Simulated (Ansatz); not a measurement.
The calculation's input:

```
crystal:
  lattice:
    - [5.074156192, 0.0, 0.0]
    - [-2.537078096, 4.394348165, 0.0]
    - [0.0, 0.0, 3.1844354618]
  atoms:
    - { symbol: Lu, position: [1.0, 0.0, 1.0] }
    - { symbol: Lu, position: [0.3333333333, 0.6666666667, 0.5] }
    - { symbol: Lu, position: [0.6666666667, 0.3333333333, 0.5] }
hamiltonian:
  xc: lda
  pseudopotentials:
    kind: paw
    azcp:
      Lu: "pseudopotentials/Lu.paw.azcp"
basis:
  ecutwfc: 420
  fft_grid_basis: typed
kpoints:
  mp_grid: { grid: [8, 8, 11], shift: [0, 0, 0] }
magnetization:
  spin_polarized: false
scf:
  occupations: { method: fermi_dirac, width: 0.1 }
  lower_state_search: "off"
output:
  stress: true
  write_density: true
  write_potential: true
  elf: true
  volumetric_format: npy
```

Below, planes, directions and counts refer to the conventional cell (a = 5.07 Å, b = 5.07 Å, c = 3.18 Å, α = 90.00°, β = 90.00°, γ = 120.00°).

Space group P6/mmm; set up as Lu, omega (AlB2-type); a generated structure, not necessarily the stable one; changed on purpose from its base cell (volume × 0.92); computed pressure about 5 GPa in this cell; computed without spin polarisation.

All numbers below come from DFT, LDA (PW92), plane waves (420 eV) with PAW, scalar-relativistic (Ansatz).

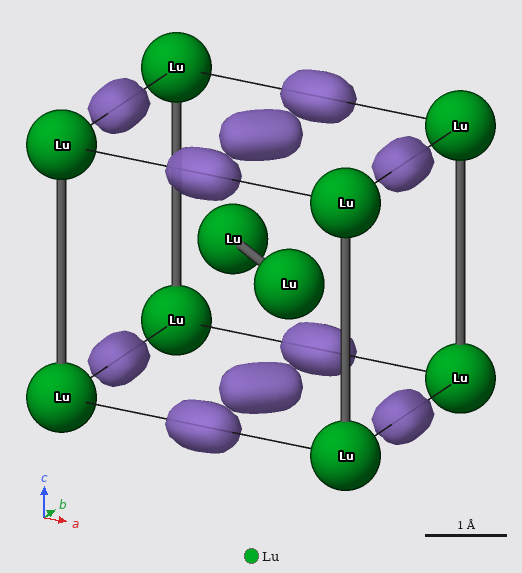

Lu. Isosurface of the electron localisation function at 0.65 (purple), seen slightly off an axis. Only the valence region is drawn (cores and ρ < 0.01 e/Å³ removed). Sticks mark near contacts.

Core electrons are frozen (PAW), and the valence fields are smoothed inside the atomic spheres.

Identify the bonds, lone pairs and shells in this picture.

Answer. The ELF exceeds this value in three pockets between the atoms, centred on no nucleus (multi-centre or interstitial), counted in one cell of 3 atoms. Regions shared between cells count once. There are no localised bonds or lone pairs at this value. Profiles from the grid: Lu–Lu (2.93 Å): the ELF is about 0.10 at the midpoint; no shared electron pair shows on this line. Lu–Lu (3.18 Å): the ELF is about 0.15 at the midpoint; no localised pair shows between them.
